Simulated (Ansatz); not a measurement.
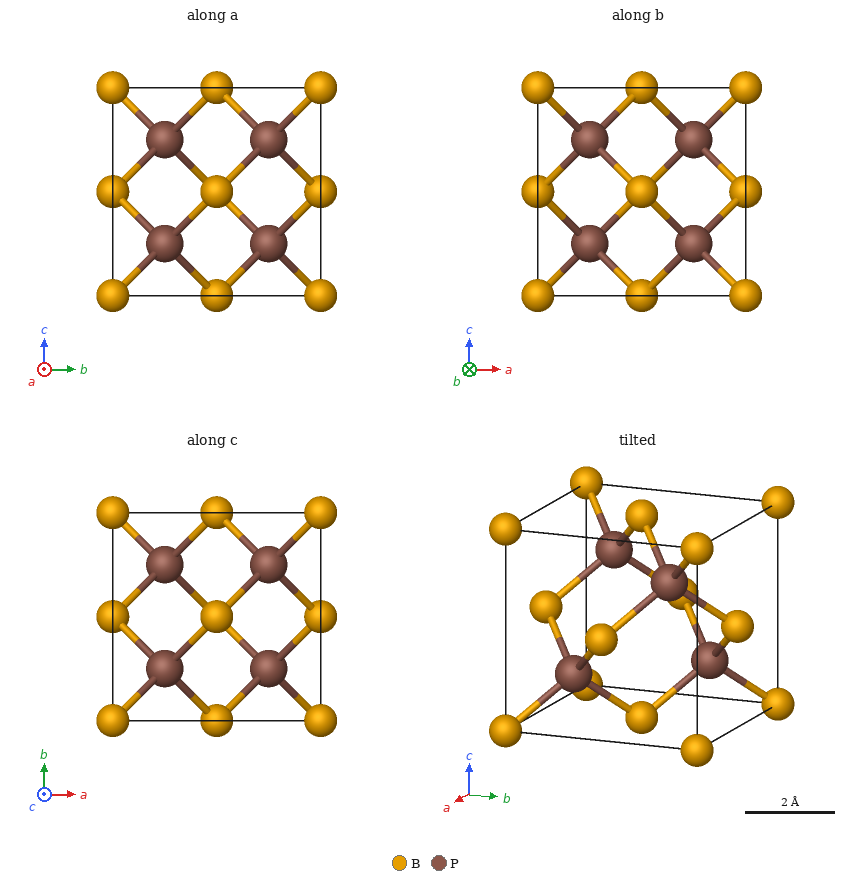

The crystal in a ball-and-stick representation, seen along the a axis, along the b axis, along the c axis and slightly off an axis. The conventional unit cell is outlined; an atom on or near a face, edge or corner is repeated at each equivalent position.

Lattice parameters: a = 4.6963 Å, b = 4.6963 Å, c = 4.6963 Å, α = 90.000°, β = 90.000°, γ = 90.000°.

Give the atomic positions as a CIF with its space group and independent sites.

```cif
data_structure
_symmetry_space_group_name_H-M 'F -4 3 m'
_symmetry_Int_Tables_number 216
_cell_length_a 4.6963
_cell_length_b 4.6963
_cell_length_c 4.6963
_cell_angle_alpha 90.000
_cell_angle_beta 90.000
_cell_angle_gamma 90.000
_cell_volume 103.58
loop_
_atom_site_label
_atom_site_type_symbol
_atom_site_symmetry_multiplicity
_atom_site_Wyckoff_symbol
_atom_site_fract_x
_atom_site_fract_y
_atom_site_fract_z
_atom_site_occupancy
B1 B 4 a 0.0000 0.0000 0.0000 1
P1 P 4 d 0.2500 0.2500 0.7500 1
```

The cell started as a structure type filled with these elements by a generator (whether the compound takes this form wasn't checked). The cell was then strained or its atoms displaced on purpose. Ansatz was used for an electronic-structure calculation on it.

At this level of theory the cell isn't at rest (stretched, at -14 GPa), so its distances can differ from those at equilibrium, the more so the softer the solid.
